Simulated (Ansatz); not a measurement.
# Nudged elastic band, with input and output: Al$_{32}$H (part 3 of 3)

The same run, continued: Al$_{32}$H (defect cell, 33 atoms in the cell); DFT PBE, scalar-relativistic, plane waves, PAW, PAW set soft_1, no spin polarisation (Ansatz 0.2.0); cutoff 420 eV, 2×2×2 k-mesh, Gaussian smearing of 0.05 eV. One setting was made poor on purpose. It belongs to a series of runs on one base structure; here: band between the two ends.

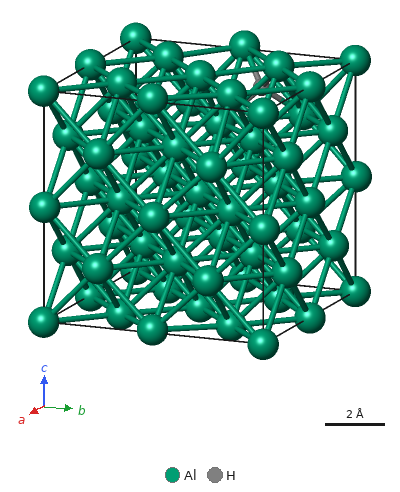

**Figure 1.** The starting structure (ball-and-stick view of the cell of the calculation, seen slightly off an axis). An atom can appear more than once, as a periodic image.

### The last band as extended XYZ (Å, eV, eV/Å)
```
33
Lattice="8.1000 0.0000 0.0000 0.0000 8.1000 0.0000 0.0000 0.0000 8.1000" Properties=species:S:1:pos:R:3:forces:R:3 image=0 energy=-17215.21868
Al    4.0787    0.0288   -0.0034    0.0071   0.0070  -0.0043
Al    6.0401    1.9898   -0.0026   -0.0039  -0.0032  -0.0067
Al    6.0608    0.0104    2.0355   -0.0039   0.0040   0.0075
Al    0.0105   -0.0055   -0.0102    0.0091   0.0058  -0.0121
Al    2.0129    2.0272   -0.0105   -0.0076  -0.0087  -0.0083
Al    4.0446    4.0607   -0.0102    0.0062   0.0081  -0.0117
Al    6.0772    6.0627   -0.0103   -0.0088  -0.0075  -0.0086
Al    2.0205    0.0293    2.0544   -0.0051   0.0081   0.0067
Al    4.0604    2.0106    2.0355    0.0044  -0.0031   0.0073
Al    6.0395    4.0533    2.0564   -0.0020   0.0002   0.0094
Al    4.0601    0.0101    4.0381    0.0074   0.0069  -0.0095
Al    6.0612    2.0110    4.0382   -0.0003   0.0004  -0.0037
Al    6.0407    0.0301    6.0769   -0.0009   0.0089   0.0050
Al   -0.0789    3.9717    0.0807    0.0091   0.0082  -0.0128
Al    2.0977    6.1469    0.0764   -0.0027  -0.0015  -0.0077
Al    0.0031    1.9892    2.0563    0.0009  -0.0014   0.0094
Al    2.0133    4.0605    2.0197   -0.0092   0.0063   0.0088
Al    4.0793    6.0703    2.0545    0.0083  -0.0048   0.0068
Al    0.0034    0.0300    4.0181    0.0004   0.0099  -0.0054
Al    2.0210    1.9904    4.0180   -0.0065  -0.0039  -0.0082
Al    4.0800    4.0536    4.0179    0.0101  -0.0003  -0.0055
Al    6.0407    6.0708    4.0180   -0.0045  -0.0061  -0.0082
Al    2.0136   -0.0055    6.0835   -0.0135   0.0063   0.0145
Al    4.0801    1.9903    6.0769    0.0092  -0.0004   0.0050
Al    6.0777    4.0627    6.0859   -0.0069  -0.0025   0.0021
Al    0.0102    6.0631    2.0197    0.0071  -0.0090   0.0088
Al    0.0121    4.0623    4.0537   -0.0008  -0.0014  -0.0064
Al    2.0138    6.0635    4.0531   -0.0112  -0.0108  -0.0080
Al    0.0125    2.0276    6.0859   -0.0020  -0.0067   0.0020
Al    2.1005    3.9733    5.9957   -0.0058   0.0069   0.0094
Al    4.0446    6.0634    6.0835    0.0068  -0.0129   0.0143
Al   -0.0772    6.1496    5.9958    0.0077  -0.0044   0.0093
H     1.0084    5.0582    7.0865    0.0019   0.0020   0.0004
33
Lattice="8.1000 0.0000 0.0000 0.0000 8.1000 0.0000 0.0000 0.0000 8.1000" Properties=species:S:1:pos:R:3:forces:R:3 image=1 energy=-17215.05480
Al    4.0697    0.0226    0.0083   -0.0226   0.0079   0.0082
Al    6.0389    2.0027    0.0146   -0.0255  -0.0369   0.0310
Al    6.0671    0.0100    2.0175   -0.0045   0.0049  -0.0131
Al    0.0054   -0.0065    0.0104   -0.0062  -0.0226   0.0251
Al    2.0208    2.0103    0.0132   -0.0483   0.0202  -0.0291
Al    4.0434    4.0589    0.0016   -0.0002   0.0047   0.0067
Al    6.0712    6.0685    0.0084    0.0027  -0.0319   0.0218
Al    2.0137    0.0219    2.0347   -0.0141   0.0064  -0.0370
Al    4.0613    2.0220    2.0239   -0.0205  -0.0309  -0.0370
Al    6.0199    4.0578    2.0689    0.0015   0.0094  -0.0117
Al    4.0559    0.0102    4.0564    0.0050   0.0049   0.0132
Al    6.0620    2.0222    4.0504    0.0207  -0.0313   0.0369
Al    6.0529    0.0233    6.0656    0.0243   0.0070  -0.0081
Al   -0.1582    3.9938    0.1759    0.0148  -0.0580  -0.0010
Al    2.0467    6.1020    0.0376   -0.0243  -0.0538  -0.0088
Al    0.0002    1.9997    2.0507   -0.0131  -0.0421   0.0092
Al    2.0126    4.0605    2.0139   -0.0088   0.0085  -0.0070
Al    4.0721    6.0730    2.0371   -0.0115  -0.0180  -0.0221
Al    0.0099    0.0223    4.0391    0.0132   0.0058   0.0381
Al    2.0236    2.0001    4.0239    0.0121  -0.0425  -0.0096
Al    4.1029    4.0579    4.0057   -0.0003   0.0093   0.0114
Al    6.0505    6.0733    4.0364    0.0128  -0.0180   0.0231
Al    2.0183   -0.0065    6.0635    0.0049  -0.0226  -0.0251
Al    4.0840    2.0030    6.0596    0.0264  -0.0373  -0.0311
Al    6.0799    4.0591    6.0728    0.0002   0.0043  -0.0073
Al    0.0062    6.0707    2.0211   -0.0021  -0.0297  -0.0054
Al    0.0113    4.0608    4.0600    0.0073   0.0080   0.0072
Al    2.0175    6.0707    4.0528    0.0010  -0.0299   0.0060
Al    0.0032    2.0105    6.0613    0.0467   0.0198   0.0286
Al    2.1814    3.9945    5.8994   -0.0147  -0.0588  -0.0002
Al    4.0519    6.0686    6.0657   -0.0020  -0.0319  -0.0218
Al   -0.0238    6.1030    6.0359    0.0245  -0.0550   0.0093
H     1.0101    4.5691    7.0865    0.0004   0.5304  -0.0004
33
Lattice="8.1000 0.0000 0.0000 0.0000 8.1000 0.0000 0.0000 0.0000 8.1000" Properties=species:S:1:pos:R:3:forces:R:3 image=2 energy=-17214.86958
Al    4.0631   -0.0031    0.0145   -0.0370  -0.0015  -0.0042
Al    6.0551    2.0175    0.0178   -0.0087   0.0035   0.0245
Al    6.0717   -0.0045    2.0115    0.0038  -0.0015   0.0000
Al    0.0023   -0.0016    0.0180   -0.0171  -0.0014   0.0196
Al    2.0356    1.9985    0.0308   -0.0307   0.0276  -0.0261
Al    4.0395    4.0464    0.0056   -0.0074   0.0001  -0.0017
Al    6.0564    6.0833    0.0181   -0.0098  -0.0013   0.0230
Al    2.0151   -0.0028    2.0280   -0.0092   0.0001  -0.0352
Al    4.0646    2.0247    2.0274   -0.0219  -0.0057  -0.0166
Al    6.0110    4.0465    2.0787    0.0037  -0.0005   0.0009
Al    4.0525   -0.0044    4.0627   -0.0034  -0.0015   0.0000
Al    6.0598    2.0248    4.0472    0.0221  -0.0061   0.0165
Al    6.0609   -0.0027    6.0596    0.0383  -0.0021   0.0044
Al   -0.1898    4.0467    0.2125   -0.0240   0.0028   0.0310
Al    2.0360    6.1008    0.0295   -0.0301  -0.0276  -0.0243
Al    0.0003    2.0130    2.0374   -0.0218  -0.0014   0.0103
Al    2.0151    4.0463    2.0111   -0.0025  -0.0011  -0.0021
Al    4.0651    6.0786    2.0275   -0.0207   0.0069  -0.0164
Al    0.0095   -0.0025    4.0462    0.0086  -0.0001   0.0360
Al    2.0245    2.0134    4.0374    0.0209  -0.0017  -0.0105
Al    4.1130    4.0466    3.9960   -0.0028  -0.0006  -0.0009
Al    6.0588    6.0788    4.0465    0.0217   0.0068   0.0171
Al    2.0224   -0.0016    6.0563    0.0161  -0.0013  -0.0196
Al    4.0690    2.0177    6.0567    0.0094   0.0032  -0.0247
Al    6.0850    4.0466    6.0690    0.0073  -0.0003   0.0012
Al   -0.0007    6.0876    2.0344   -0.0222   0.0029   0.0143
Al    0.0098    4.0466    4.0632    0.0013  -0.0016   0.0024
Al    2.0254    6.0876    4.0398    0.0214   0.0026  -0.0138
Al   -0.0107    1.9988    6.0440    0.0297   0.0276   0.0257
Al    2.2142    4.0472    5.8629    0.0244   0.0022  -0.0317
Al    4.0680    6.0835    6.0562    0.0103  -0.0014  -0.0230
Al   -0.0119    6.1015    6.0444    0.0305  -0.0288   0.0248
H     1.0109    4.0504    7.0866   -0.0003   0.0012  -0.0010
33
Lattice="8.1000 0.0000 0.0000 0.0000 8.1000 0.0000 0.0000 0.0000 8.1000" Properties=species:S:1:pos:R:3:forces:R:3 image=3 energy=-17215.05655
Al    4.0691   -0.0266    0.0183   -0.0223  -0.0050  -0.0043
Al    6.0726    2.0302    0.0155    0.0035   0.0270   0.0123
Al    6.0700   -0.0141    2.0103   -0.0071   0.0034   0.0022
Al    0.0090    0.0049    0.0173   -0.0053   0.0243   0.0126
Al    2.0445    1.9967    0.0444   -0.0229   0.0484  -0.0180
Al    4.0431    4.0359    0.0070   -0.0014   0.0033  -0.0031
Al    6.0423    6.0963    0.0212   -0.0270   0.0334   0.0184
Al    2.0135   -0.0256    2.0300   -0.0131  -0.0022  -0.0292
Al    4.0732    2.0254    2.0321   -0.0120   0.0057  -0.0132
Al    6.0197    4.0361    2.0650    0.0019  -0.0021  -0.0060
Al    4.0555   -0.0140    4.0643    0.0074   0.0034  -0.0021
Al    6.0524    2.0256    4.0427    0.0122   0.0054   0.0132
Al    6.0561   -0.0262    6.0563    0.0233  -0.0055   0.0044
Al   -0.1521    4.0998    0.1801    0.0114   0.0678  -0.0022
Al    2.0192    6.0879    0.0175   -0.0478  -0.0211  -0.0357
Al    0.0093    2.0256    2.0206   -0.0024   0.0235  -0.0037
Al    2.0119    4.0338    2.0115   -0.0076  -0.0005  -0.0020
Al    4.0619    6.0796    2.0176   -0.0203   0.0245  -0.0252
Al    0.0122   -0.0255    4.0445    0.0127  -0.0024   0.0297
Al    2.0165    2.0258    4.0543    0.0018   0.0233   0.0035
Al    4.1056    4.0361    4.0099   -0.0012  -0.0022   0.0059
Al    6.0634    6.0798    4.0568    0.0209   0.0243   0.0256
Al    2.0168    0.0049    6.0573    0.0046   0.0243  -0.0126
Al    4.0528    2.0304    6.0593   -0.0030   0.0268  -0.0125
Al    6.0825    4.0360    6.0679    0.0013   0.0029   0.0027
Al    0.0022    6.1023    2.0437   -0.0127   0.0383   0.0218
Al    0.0140    4.0340    4.0631    0.0066  -0.0009   0.0021
Al    2.0235    6.1023    4.0309    0.0121   0.0381  -0.0214
Al   -0.0186    1.9969    6.0306    0.0222   0.0484   0.0177
Al    2.1775    4.1001    5.8952   -0.0113   0.0672   0.0013
Al    4.0832    6.0964    6.0535    0.0273   0.0333  -0.0184
Al    0.0061    6.0884    6.0569    0.0481  -0.0220   0.0361
H     1.0122    3.5307    7.0871    0.0001  -0.5331  -0.0002
33
Lattice="8.1000 0.0000 0.0000 0.0000 8.1000 0.0000 0.0000 0.0000 8.1000" Properties=species:S:1:pos:R:3:forces:R:3 image=4 energy=-17215.22392
Al    4.0836   -0.0336    0.0243   -0.0146   0.0146  -0.0061
Al    6.0785    2.0425    0.0135    0.0114  -0.0073  -0.0040
Al    6.0641   -0.0126    2.0116    0.0182   0.0182  -0.0067
Al    0.0192    0.0016    0.0135   -0.0073   0.0117  -0.0041
Al    2.0900    1.9600    0.0983    0.0086  -0.0086  -0.0047
Al    4.0484    4.0308    0.0135   -0.0117   0.0073  -0.0041
Al    6.0428    6.1072    0.0241    0.0150  -0.0150  -0.0056
Al    2.0171   -0.0385    2.0387    0.0046   0.0119  -0.0040
Al    4.0885    2.0329    2.0387   -0.0119  -0.0046  -0.0040
Al    6.0380    4.0404    2.0388    0.0121   0.0049  -0.0044
Al    4.0626   -0.0126    4.0634   -0.0182   0.0182   0.0069
Al    6.0380    2.0330    4.0362    0.0121  -0.0048   0.0043
Al    6.0429   -0.0337    6.0508    0.0148   0.0149   0.0058
Al   -0.0635    4.1135    0.0984   -0.0067   0.0067  -0.0064
Al    2.0075    6.0715    0.0135    0.0073  -0.0114  -0.0040
Al    0.0174    2.0408    2.0108   -0.0108  -0.0107  -0.0034
Al    2.0092    4.0326    2.0108    0.0107   0.0108  -0.0034
Al    4.0626    6.0859    2.0116   -0.0182  -0.0182  -0.0067
Al    0.0095   -0.0385    4.0363   -0.0047   0.0119   0.0042
Al    2.0093    2.0407    4.0643    0.0106  -0.0106   0.0033
Al    4.0885    4.0405    4.0363   -0.0119   0.0047   0.0042
Al    6.0641    6.0859    4.0635    0.0182  -0.0182   0.0067
Al    2.0075    0.0017    6.0615    0.0072   0.0115   0.0042
Al    4.0483    2.0425    6.0615   -0.0115  -0.0072   0.0042
Al    6.0784    4.0308    6.0615    0.0115   0.0073   0.0038
Al    0.0096    6.1120    2.0388   -0.0049  -0.0121  -0.0044
Al    0.0175    4.0325    4.0642   -0.0109   0.0109   0.0036
Al    2.0170    6.1120    4.0362    0.0048  -0.0121   0.0043
Al   -0.0636    1.9599    5.9767   -0.0075  -0.0077   0.0055
Al    2.0901    4.1136    5.9767    0.0077   0.0075   0.0055
Al    4.0837    6.1071    6.0508   -0.0149  -0.0148   0.0058
Al    0.0192    6.0716    6.0615   -0.0073  -0.0115   0.0038
H     1.0141    3.0359    7.0875   -0.0020   0.0020   0.0000
```

### Key numbers

| quantity | value |
| --- | --- |
| outcome | converged |
| barrier, forward | 0.349 eV |
| barrier, backward | 0.354 eV |
| electrons treated | 97 |
| wall time | 9.5 min (CPU time 14 min) |
| peak memory | 1.6 GiB |

A deliberately poor setting: long steps. The order of the saddle point was not checked.
